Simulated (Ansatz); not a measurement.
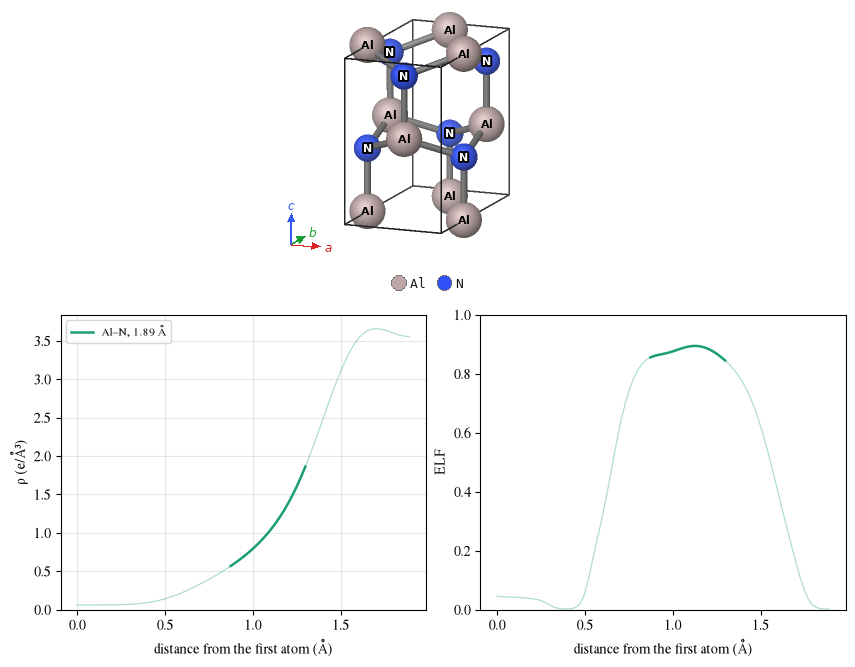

*AlN. Valence pseudo-density and electron localisation function along straight lines between neighbouring atoms. Thin, pale parts lie inside the atomic spheres. The structure is drawn too.*

Space group Cmc2₁; changed on purpose from its base cell (band edges of the strained film's bulk).

The calculation used Ansatz, DFT PBEsol, scalar-relativistic, plane waves, PAW.

In a PAW calculation such maps are meaningful between the atoms, not at the nuclei.

```yaml
crystal:
  lattice:
    - [-3.07581, 0.00000, 0.00000]
    - [0.00000, 0.00000, -5.39768]
    - [0.00000, -5.04771, 0.00000]
  atoms:
    - { symbol: Al, position: [0.50000, 0.83373, 0.00319] }
    - { symbol: Al, position: [0.00000, 0.33373, 0.00319] }
    - { symbol: Al, position: [0.50000, 0.16627, 0.50319] }
    - { symbol: Al, position: [0.00000, 0.66627, 0.50319] }
    - { symbol: N, position: [0.50000, 0.83458, 0.38181] }
    - { symbol: N, position: [0.00000, 0.33458, 0.38181] }
    - { symbol: N, position: [0.50000, 0.16542, 0.88181] }
    - { symbol: N, position: [0.00000, 0.66542, 0.88181] }
```

> What kind of bonding do the profiles show?

Al–N (1.89 Å): ρ is about 0.69 e/Å³ halfway; the ELF peaks at about 0.90 between the atoms, as expected for a polar covalent bond.
